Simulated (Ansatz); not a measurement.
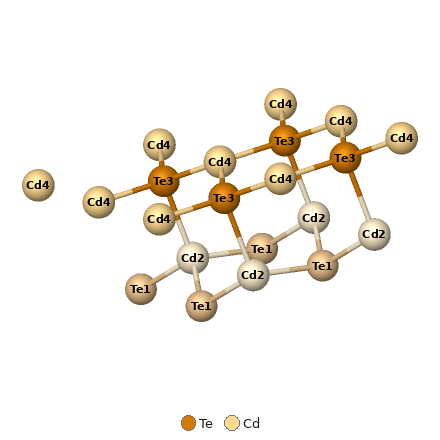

The system is Zn on a CdTe(111) slab cut from the F-43m phase, its upper half relaxed before the scan (4 atoms of substrate and one adsorbate in a 1 × 1 cell); the picture shows it without the atoms that are moved over the map. Zn is moved over the surface cell; relaxed at each place: the height of the adsorbate's atoms; substrate rigid; the origin of the map has the adsorbate above Cd4. Places are given modulo a cell vector. The map is drawn in real space over the plane of the surface. The scan uses a 9 × 9 grid; 19 points were computed and 62 follow by symmetry. All energies are given in meV relative to the lowest grid point. At some places the adsorbate sinks to or below the level of the top layer. With one adsorbate in each 1 × 1 cell, its nearest image is 4.7 Å away, so neighbouring adsorbates interact. Computed with DFT PBE, scalar-relativistic, plane waves, PAW in Ansatz 0.2.0. Settings: cutoff 420 eV, k-mesh 6×6×1, gaussian smearing 0.05 eV, no spin polarisation.

Range: position of Zn5 along the first surface vector from 0.000 to 0.889; position of Zn5 along the second surface vector from 0.000 to 0.889.

Question: Predict the map.

Answer: The lowest grid point is at the top site over a surface Cd atom, (0/9, 0/9) of the cell vectors. The highest grid point, a place at or below the level of the top layer, (3/9, 6/9) of the cell vectors, lies 409 meV above the lowest. At the lowest point the adsorbate has 1 Cd at 2.92 Å as nearest neighbours, at the highest 1 Te at 2.85 Å. Its relaxed height above the top atom is 2.92 Å at the lowest and −1.73 Å at the highest point.

```tsv
second ↓, first →	0/9	1/9	2/9	3/9	4/9	5/9	6/9	7/9	8/9
8/9	9	24	56	94	110	94	56	24	9
7/9	40	56	77	91	91	77	56	40	34
6/9	91	94	91	409	91	94	91	86	86
5/9	124	110	91	91	110	124	129	131	129
4/9	124	94	77	94	124	140	146	146	140
3/9	91	56	56	91	129	146	150	146	129
2/9	40	24	40	86	131	146	146	131	86
1/9	9	9	34	86	129	140	129	86	34
0/9	0	9	40	91	124	124	91	40	9
```

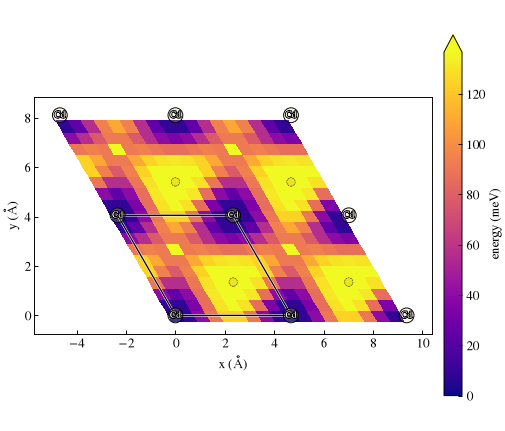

In the figure: one coloured cell a grid point, labelled circles for the atoms of the top layer and small ones for the second layer, the outline of one cell of the 2 × 2 shown, one colour for all values above the top of the scale.

The whole map (19 points run) took 39 min on 1 thread of Intel(R) Xeon(R) Platinum 8259CL CPU @ 2.50GHz (Skylake/Cascade Lake), on a shared host.

PAW datasets: the set soft_1.
